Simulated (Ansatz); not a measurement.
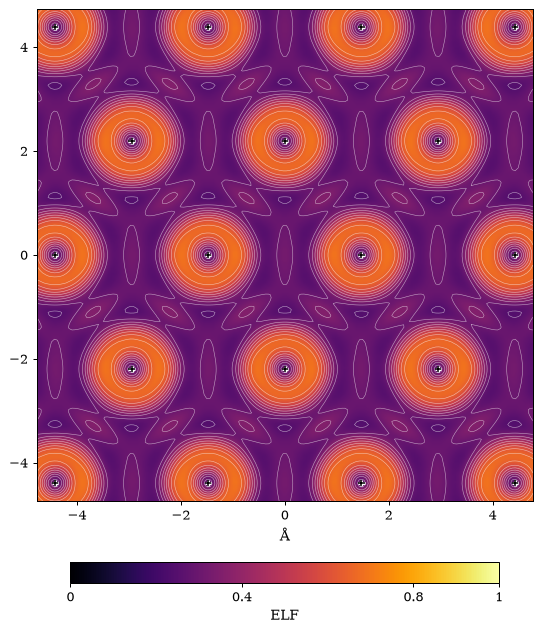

The electron localisation function on a plane through atoms (crosses mark nuclei in the plane).

The calculation used DFT r2SCAN, scalar-relativistic, plane waves, PAW (Ansatz 0.2.0).

Candidates:
A. Ir, a = 2.95 Å, b = 2.95 Å, c = 3.25 Å, α = 90.00°, β = 90.00°, γ = 90.00°. Space group I4/mmm; computed pressure about 11 GPa in this cell; computed without spin polarisation.
B. Ti, a = 3.28 Å, b = 3.28 Å, c = 3.28 Å, α = 90.00°, β = 90.00°, γ = 90.00°. Space group Im-3m; computed pressure about −3 GPa in this cell; computed without spin polarisation.

Question: Which candidate gave the map?

Answer: Candidate A: Ir on the (011) plane of the conventional cell, which holds Ir. Ir–Ir (2.64 Å): the ELF is about 0.35 at the midpoint. Ir–Ir (2.95 Å): the ELF is about 0.30 at the midpoint (no shared electron pair shows on this line).
